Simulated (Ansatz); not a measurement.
**Si_N in AlN (P6_3mc): charge-transition levels and formation energies**

Wanted: the transition levels of a substitutional impurity in AlN (P6_3mc), from a cell of 72 host atoms with 1 N taken out and 1 Si put in.

Calculated with Ansatz 0.2.0; place-levels on r2SCAN runs: charge-transition levels and formation energies with image-charge correction and potential alignment at the atomic sites; PAW set soft_1.

### 1. Starting point

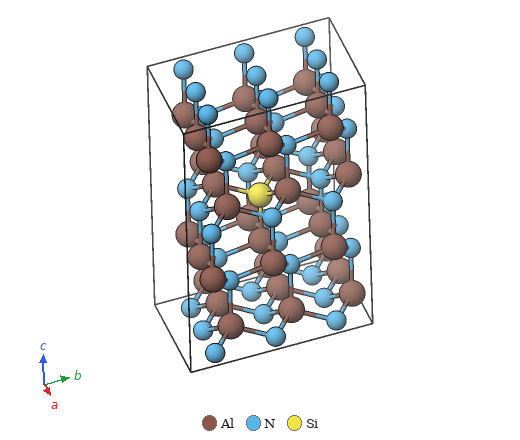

Start, viewed slightly off an axis; aluminium brown, nitrogen blue, silicon yellow. Some periodic images of atoms are drawn too.

The cell holds 72 atoms: 36 Al, 35 N and 1 Si. Its edges and angles: a = 9.320 Å, b = 9.320 Å, c = 9.956 Å, α = 90.0°, β = 90.0°, γ = 120.0°. It derives from AlN (space group P6_3mc). Nearest the centre at fractional (0.556, 0.444, 0.440): Si35 at 0.00 Å, Al26 at 1.89 Å, Al58 at 1.89 Å, Al34 at 1.89 Å, Al33 at 1.90 Å, N28 at 3.07 Å, N32 at 3.07 Å, N60 at 3.07 Å.

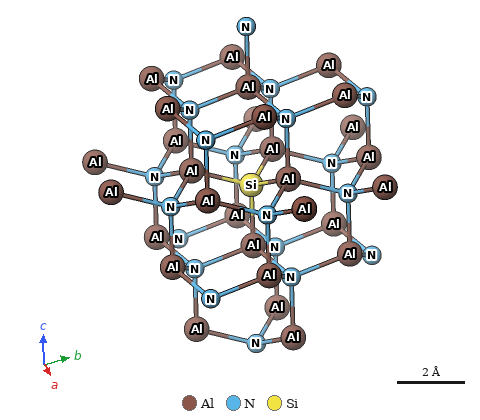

The atoms within 5 Å of the centre.

Structure file:

```xyz
72
Lattice="9.3196 0.0000 0.0000 -4.6598 8.0710 0.0000 0.0000 0.0000 9.9565" Properties=species:S:1:pos:R:3 pbc="T T T"
Al    1.5533    0.8968    2.4852
Al    0.0000    1.7936    4.9743
N     1.5533    0.8968    4.3848
N     0.0000    1.7936    1.8957
Al    1.5533    0.8968    7.4634
Al    0.0000    1.7936    9.9525
N     1.5533    0.8968    9.3631
N     0.0000    1.7936    6.8739
Al    0.0000    3.5871    2.4852
Al   -1.5533    4.4839    4.9743
N     0.0000    3.5871    4.3848
N    -1.5533    4.4839    1.8957
Al    0.0000    3.5871    7.4634
Al   -1.5533    4.4839    9.9525
N     0.0000    3.5871    9.3631
N    -1.5533    4.4839    6.8739
Al   -1.5533    6.2774    2.4852
Al   -3.1065    7.1742    4.9743
N    -1.5533    6.2774    4.3848
N    -3.1065    7.1742    1.8957
Al   -1.5533    6.2774    7.4634
Al   -3.1065    7.1742    9.9525
N    -1.5533    6.2774    9.3631
N    -3.1065    7.1742    6.8739
Al    4.6598    0.8968    2.4852
Al    3.1065    1.7936    4.9743
N     4.6598    0.8968    4.3848
N     3.1065    1.7936    1.8957
Al    4.6598    0.8968    7.4634
Al    3.1065    1.7936    9.9525
N     4.6598    0.8968    9.3631
N     3.1065    1.7936    6.8739
Al    3.1065    3.5871    2.4852
Al    1.5533    4.4839    4.9743
Si    3.1065    3.5871    4.3848
N     1.5533    4.4839    1.8957
Al    3.1065    3.5871    7.4634
Al    1.5533    4.4839    9.9525
N     3.1065    3.5871    9.3631
N     1.5533    4.4839    6.8739
Al    1.5533    6.2774    2.4852
Al    0.0000    7.1742    4.9743
N     1.5533    6.2774    4.3848
N     0.0000    7.1742    1.8957
Al    1.5533    6.2774    7.4634
Al    0.0000    7.1742    9.9525
N     1.5533    6.2774    9.3631
N     0.0000    7.1742    6.8739
Al    7.7663    0.8968    2.4852
Al    6.2130    1.7936    4.9743
N     7.7663    0.8968    4.3848
N     6.2130    1.7936    1.8957
Al    7.7663    0.8968    7.4634
Al    6.2130    1.7936    9.9525
N     7.7663    0.8968    9.3631
N     6.2130    1.7936    6.8739
Al    6.2130    3.5871    2.4852
Al    4.6598    4.4839    4.9743
N     6.2130    3.5871    4.3848
N     4.6598    4.4839    1.8957
Al    6.2130    3.5871    7.4634
Al    4.6598    4.4839    9.9525
N     6.2130    3.5871    9.3631
N     4.6598    4.4839    6.8739
Al    4.6598    6.2774    2.4852
Al    3.1065    7.1742    4.9743
N     4.6598    6.2774    4.3848
N     3.1065    7.1742    1.8957
Al    4.6598    6.2774    7.4634
Al    3.1065    7.1742    9.9525
N     4.6598    6.2774    9.3631
N     3.1065    7.1742    6.8739
```

The host's dielectric constants go in as inputs: (4.49, 4.49, 4.72) for the electrons alone, (8.15, 8.15, 9.65) with the ions, computed on the host (DFPT, PBEsol, on the r2SCAN cell), and a cell off the functional's own equilibrium shifts the ionic part.

The cell's shortest repeat is 9.3 Å.

### 2. What was run first

Levels follow from differences of total energies between charge states, each relaxed by itself.

Random displacements of about 0.05 Å break the site symmetry at the start, so that the relaxation can reach a distorted minimum if there is one. Forces are taken at one point at (¼, ¼, ¼). The cell holds 1 electron more than the neutral one, with a uniform background that keeps it neutral on the whole.

The sampling was tested on the host first: at the k-points planned (1x1x1 shifted 0.25 0.25 0.25) its energy lies -0.014 eV an atom from the dense-mesh value, under the bound of 0.02 eV set for this test; that bounds the host's error, not the defect's.

One of the inputs; charge, spin and start change from state to state.

qm1.relax/input.yaml

```yaml
crystal:
  lattice:
    - [9.31956554, 9.0e-08, 0.0]
    - [-4.65978284, 8.07098046, 0.0]
    - [0.0, 0.0, 9.95647772]
  atoms:
    - { symbol: Al, position: [0.22222222, 0.11111111, 0.24960167] }
    - { symbol: Al, position: [0.11111111, 0.22222222, 0.49960167] }
    - { symbol: "N", position: [0.22222222, 0.11111111, 0.44039833] }
    - { symbol: "N", position: [0.11111111, 0.22222222, 0.19039833] }
    - { symbol: Al, position: [0.22222222, 0.11111111, 0.74960167] }
    - { symbol: Al, position: [0.11111111, 0.22222222, 0.99960167] }
    - { symbol: "N", position: [0.22222222, 0.11111111, 0.94039833] }
    - { symbol: "N", position: [0.11111111, 0.22222222, 0.69039833] }
    - { symbol: Al, position: [0.22222222, 0.44444444, 0.24960167] }
    - { symbol: Al, position: [0.11111111, 0.55555556, 0.49960167] }
    - { symbol: "N", position: [0.22222222, 0.44444444, 0.44039833] }
    - { symbol: "N", position: [0.11111111, 0.55555556, 0.19039833] }
    - { symbol: Al, position: [0.22222222, 0.44444444, 0.74960167] }
    - { symbol: Al, position: [0.11111111, 0.55555556, 0.99960167] }
    - { symbol: "N", position: [0.22222222, 0.44444444, 0.94039833] }
    - { symbol: "N", position: [0.11111111, 0.55555556, 0.69039833] }
    - { symbol: Al, position: [0.22222222, 0.77777778, 0.24960167] }
    - { symbol: Al, position: [0.11111111, 0.88888889, 0.49960167] }
    - { symbol: "N", position: [0.22222222, 0.77777778, 0.44039833] }
    - { symbol: "N", position: [0.11111111, 0.88888889, 0.19039833] }
    - { symbol: Al, position: [0.22222222, 0.77777778, 0.74960167] }
    - { symbol: Al, position: [0.11111111, 0.88888889, 0.99960167] }
    - { symbol: "N", position: [0.22222222, 0.77777778, 0.94039833] }
    - { symbol: "N", position: [0.11111111, 0.88888889, 0.69039833] }
    - { symbol: Al, position: [0.55555556, 0.11111111, 0.24960167] }
    - { symbol: Al, position: [0.44444444, 0.22222222, 0.49960167] }
    - { symbol: "N", position: [0.55555556, 0.11111111, 0.44039833] }
    - { symbol: "N", position: [0.44444444, 0.22222222, 0.19039833] }
    - { symbol: Al, position: [0.55555556, 0.11111111, 0.74960167] }
    - { symbol: Al, position: [0.44444444, 0.22222222, 0.99960167] }
    - { symbol: "N", position: [0.55555556, 0.11111111, 0.94039833] }
    - { symbol: "N", position: [0.44444444, 0.22222222, 0.69039833] }
    - { symbol: Al, position: [0.55555556, 0.44444444, 0.24960167] }
    - { symbol: Al, position: [0.44444444, 0.55555556, 0.49960167] }
    - { symbol: Si, position: [0.55555556, 0.44444444, 0.44039833] }
    - { symbol: "N", position: [0.44444444, 0.55555556, 0.19039833] }
    - { symbol: Al, position: [0.55555556, 0.44444444, 0.74960167] }
    - { symbol: Al, position: [0.44444444, 0.55555556, 0.99960167] }
    - { symbol: "N", position: [0.55555556, 0.44444444, 0.94039833] }
    - { symbol: "N", position: [0.44444444, 0.55555556, 0.69039833] }
    - { symbol: Al, position: [0.55555556, 0.77777778, 0.24960167] }
    - { symbol: Al, position: [0.44444444, 0.88888889, 0.49960167] }
    - { symbol: "N", position: [0.55555556, 0.77777778, 0.44039833] }
    - { symbol: "N", position: [0.44444444, 0.88888889, 0.19039833] }
    - { symbol: Al, position: [0.55555556, 0.77777778, 0.74960167] }
    - { symbol: Al, position: [0.44444444, 0.88888889, 0.99960167] }
    - { symbol: "N", position: [0.55555556, 0.77777778, 0.94039833] }
    - { symbol: "N", position: [0.44444444, 0.88888889, 0.69039833] }
    - { symbol: Al, position: [0.88888889, 0.11111111, 0.24960167] }
    - { symbol: Al, position: [0.77777778, 0.22222222, 0.49960167] }
    - { symbol: "N", position: [0.88888889, 0.11111111, 0.44039833] }
    - { symbol: "N", position: [0.77777778, 0.22222222, 0.19039833] }
    - { symbol: Al, position: [0.88888889, 0.11111111, 0.74960167] }
    - { symbol: Al, position: [0.77777778, 0.22222222, 0.99960167] }
    - { symbol: "N", position: [0.88888889, 0.11111111, 0.94039833] }
    - { symbol: "N", position: [0.77777778, 0.22222222, 0.69039833] }
    - { symbol: Al, position: [0.88888889, 0.44444444, 0.24960167] }
    - { symbol: Al, position: [0.77777778, 0.55555556, 0.49960167] }
    - { symbol: "N", position: [0.88888889, 0.44444444, 0.44039833] }
    - { symbol: "N", position: [0.77777778, 0.55555556, 0.19039833] }
    - { symbol: Al, position: [0.88888889, 0.44444444, 0.74960167] }
    - { symbol: Al, position: [0.77777778, 0.55555556, 0.99960167] }
    - { symbol: "N", position: [0.88888889, 0.44444444, 0.94039833] }
    - { symbol: "N", position: [0.77777778, 0.55555556, 0.69039833] }
    - { symbol: Al, position: [0.88888889, 0.77777778, 0.24960167] }
    - { symbol: Al, position: [0.77777778, 0.88888889, 0.49960167] }
    - { symbol: "N", position: [0.88888889, 0.77777778, 0.44039833] }
    - { symbol: "N", position: [0.77777778, 0.88888889, 0.19039833] }
    - { symbol: Al, position: [0.88888889, 0.77777778, 0.74960167] }
    - { symbol: Al, position: [0.77777778, 0.88888889, 0.99960167] }
    - { symbol: "N", position: [0.88888889, 0.77777778, 0.94039833] }
    - { symbol: "N", position: [0.77777778, 0.88888889, 0.69039833] }
  host:
    repeats: [3, 3, 2]
    atoms:
      - { symbol: Al, position: [0.66666667, 0.33333333, 0.49920333] }
      - { symbol: Al, position: [0.33333333, 0.66666667, 0.99920333] }
      - { symbol: "N", position: [0.66666667, 0.33333333, 0.88079667] }
      - { symbol: "N", position: [0.33333333, 0.66666667, 0.38079667] }
total_charge: -1
basis:
  ecutwfc: 500
  xc_grid: 2
hamiltonian:
  xc: r2scan
  pseudopotentials: { kind: paw, azcp: { folder: soft_1 } }
kpoints:
  mp_grid: { grid: [1, 1, 1], shift: [0.25, 0.25, 0.25] }
scf:
  occupations: { method: fixed }
  max_iter: 60
output:
  forces: true
  charged_corrections:
    epsilon: [4.49, 4.49, 4.72]
    static_epsilon: [8.15, 8.15, 9.65]
    defect_position: [0.555556, 0.444444, 0.440398]
relax:
  f_tol: 0.02
  max_steps: 80
  random_displacement: { amplitude: 0.05, seed: 4855 }
checkpoint:
  write: "../qm1.relax.run"
  compress: false
  write_wavefunctions: true
  write_every: 100000
```

The run is started by

```sh
ansatz run input.yaml --threads 4 --pin off --max-ram 7536MiB --backend cpu --events-out ev --progress --plain --runs-dir out
```

The relaxed structure is kept and the sampling changed to a 2×2×2 shifted mesh.

The run of this state that the levels use, under r2SCAN:

qm1.point/input.yaml

```yaml
crystal:
  checkpoint: "../qm1.relax.run"
  host: checkpoint
total_charge: -1
basis:
  ecutwfc: 500
  xc_grid: 2
hamiltonian:
  xc: r2scan
  pseudopotentials: { kind: paw, azcp: { folder: soft_1 } }
kpoints:
  mp_grid: { grid: [2, 2, 2], shift: [0.5, 0.5, 0.5] }
scf:
  occupations: { method: fermi_dirac, width: 0.01 }
  max_iter: 60
output:
  forces: true
  eigenvalues: true
  charged_corrections:
    epsilon: [4.49, 4.49, 4.72]
    static_epsilon: [8.15, 8.15, 9.65]
    defect_position: [0.555556, 0.444444, 0.440398]
  eigenstates: { localisation: true }
  populations: true
  band_densities: [{ bands: [v1, v1] }, { bands: [c1, c1] }]
  write_density: true
  write_potential: true
  volumetric_format: npy
checkpoint:
  read: "../qm1.relax.run"
  write: "../qm1.point.run"
  compress: false
  write_wavefunctions: false
  write_every: 100000
```

Relaxations under r2SCAN at one point at (¼, ¼, ¼); times on 4 threads of Arm Neoverse V1, shared host:

```tsv
charge	moment (μB)	occupations	outcome	steps	largest displacement against the far atoms (Å)	time
−1	0	fixed	converged	7	0.36	96 s
0	1	fixed	converged	11	0.47	6.7 min
+1	0	fixed	not converged	-	-	55 s
+1	0	fermi-dirac	converged	15	0.80	3.6 min
+1	2	fixed	converged	13	0.70	6.5 min
```

Single points under r2SCAN at a 2×2×2 shifted mesh; times on 4 threads of Arm Neoverse V1, shared host:

```tsv
charge	moment (μB)	occupations	outcome	time
−1	0	fermi-dirac	converged	88 s
0	1	fermi-dirac	converged	3.3 min
+1	0	fermi-dirac	converged	85 s
+1	2	fermi-dirac	converged	4 min
```

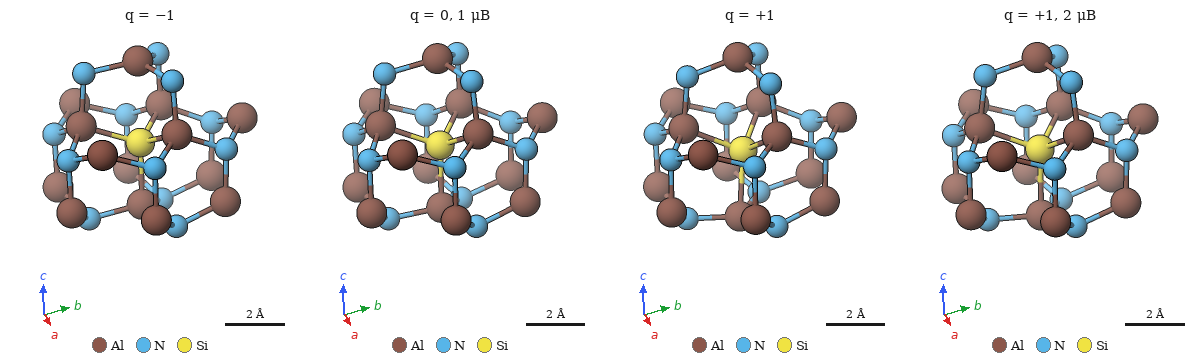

The structures near the centre after relaxation with r2SCAN, by charge.

Distances (Å) from Si35 to the nearest atoms after relaxation with r2SCAN:

```tsv
charge	moment (μB)	1.	2.	3.	4.	5.	6.
−1	0	Al 2.17	Al 2.17	Al 2.17	Al 2.22	Al 2.95	N 3.18
0	1	Al 2.22	Al 2.22	Al 2.24	Al 2.25	N 3.09	N 3.12
+1	0	Al 2.23	Al 2.31	Al 2.31	Al 2.31	N 2.39	N 3.04
+1	2	Al 2.25	Al 2.25	Al 2.30	Al 2.38	N 3.00	N 3.02
```

(Continued in part 2 of 2.)

[Logs are printed without paths, hosts, clocks, repeated set-up lines and the standing remarks that a program may print on its own settings, such as how far it seeks lower states.]

[Hosts, paths, dates, database ids (printed as entryN), source tags and the programs' standing remarks are cut or masked in the printed files.]

[Where a table of states has a column of steps, it counts the stored structures, which are thinned; the runs took as many ionic steps or more.]

[A defect's name tells the site on which it was built; relaxed atoms can leave that site.]

[For some hosts the program warned that the k-mesh of the response run may be too coarse for force constants and the static dielectric constant; such warnings are not shown here.]
